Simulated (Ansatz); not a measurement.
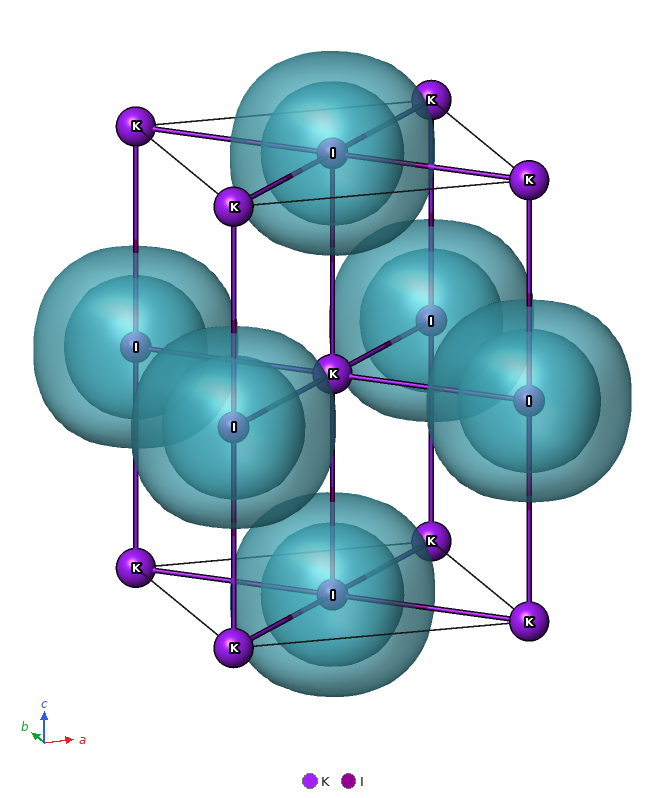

The picture shows: KI. Isosurface of the ELF at 0.7 (cyan), seen slightly off an axis. Core shells and regions of very low density are left out. Sticks mark near contacts.

Space group I4/mmm; changed on purpose from its base cell (mode 6 frozen in at +0.000 Å, equal normal strain along x and y -0.0400).

Theory: DFT LDA, scalar-relativistic, plane waves, PAW (Ansatz 0.2.0).

Core electrons are frozen (PAW), and the valence fields are smoothed inside the atomic spheres.

Describe the localisation domains.

The surface consists of two regions wrapped around I (the valence shell of each), counted in one cell of 4 atoms. Any copies at cell faces, edges or corners count once. Along the contacts the grid gives the following. K–I (3.27 Å): the ELF peaks at about 0.75 in the valence shell of I, 1.3 Å from its nucleus, and drops to about 0.05 between the two atoms; an ionic contact with no shared pair. K–I (3.41 Å): the ELF peaks at about 0.75 in the valence shell of I, 1.3 Å from its nucleus, and drops to about 0.05 between the two atoms; an ionic contact with no shared pair.
